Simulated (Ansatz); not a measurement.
Here is a crystal structure:

```yaml
crystal:
  lattice:
    - [2.48736, 0.00000, 0.00000]
    - [-1.24368, 2.15412, 0.00000]
    - [0.00000, 0.00000, 4.06329]
  atoms:
    - { symbol: Co, position: [0.66667, 0.33333, 0.25986] }
    - { symbol: Co, position: [0.33333, 0.66667, 0.74014] }
```

Question: Give a crystallographic description of this input.

Answer: The element is cobalt. Space group P-3m1 (No. 164), lattice primitive hexagonal. The cell holds two atoms. The Co atoms are each bonded to twelve Co in an anticuboctahedral arrangement at 2.42 to 2.55 Å. The bonds build a three-dimensional framework.

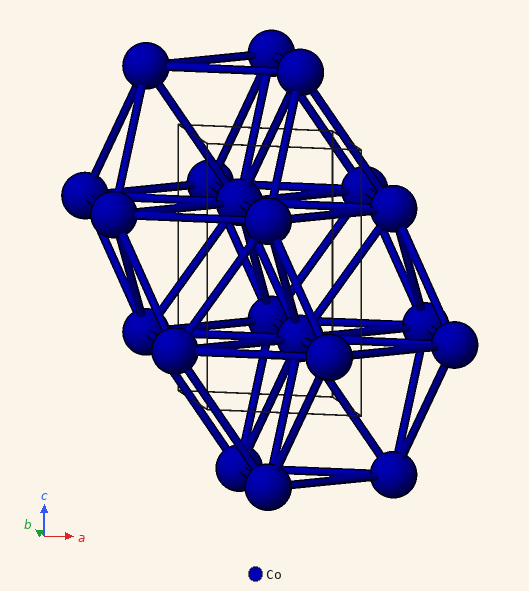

The figure gives a ball-and-stick picture of the atoms, viewed slightly off an axis. One conventional unit cell is outlined, and atoms on its boundary appear in each equivalent place. The bonded neighbours beyond the faces are included.

Starting structure: a structure listed in the Materials Project. Earlier steps of the study may have refined or changed the cell and positions. A calculation with Ansatz used it as input.
